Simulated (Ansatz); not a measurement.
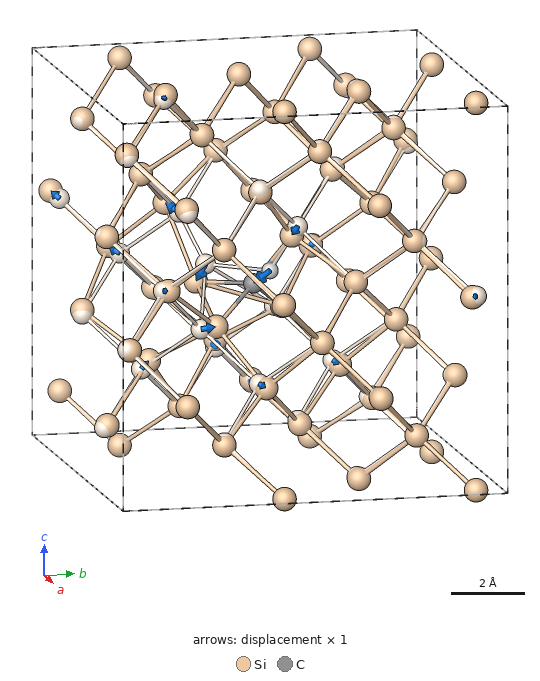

A relaxation of a defect cell of composition Si$_{64}$C (cell charge +4). The starting structure is drawn faded, the final one solid; blue arrows show the displacements, at their true length.

The picture is a ball-and-stick view of the cell of the calculation (origin shifted), seen slightly off an axis.

Level of theory: DFT, PBEsol, PAW, plane waves in Ansatz. (plane-wave cutoff 420 eV; k-point mesh 1 × 1 × 1; mesh shifted by (0.25, 0.25, 0.25); collinear spin; atoms relaxed in a fixed cell; force threshold 0.03 eV/Å; at most 80 steps)

### What did the optimiser do to the structure, and how much energy did it gain?

The largest move is that of the C atom, 0.66 Å along [−1 −1 −1]. Largest moves by element: C 0.66 Å, Si 0.62 Å. The cell doesn't change. Among the contacts that change: Si–Si 3.484 → 2.658 Å, Si–Si 3.435 → 2.661 Å, Si–Si 1.611 → 2.332 Å, C–Si 2.625 → 1.961 Å. Bond angles that change, for instance: Si–Si–Si 89.6° → 63.9°, Si–Si–Si 88.2° → 64.0°, Si–Si–Si 110.3° → 95.2°. After 8 geometry steps the energy has fallen by 9.724 eV per cell of the calculation. Largest force component: 25 eV/Å at the start, 0.015 eV/Å at the end. The program noted that the starting moments weren't kept. The run took 6.8 s on 1 × NVIDIA GB200 with 8 threads of Arm Neoverse-V2, peak memory 1.8 GiB.

Limits of the set-up: the cell is charged, on a uniform background, and energies carry no finite-size correction.
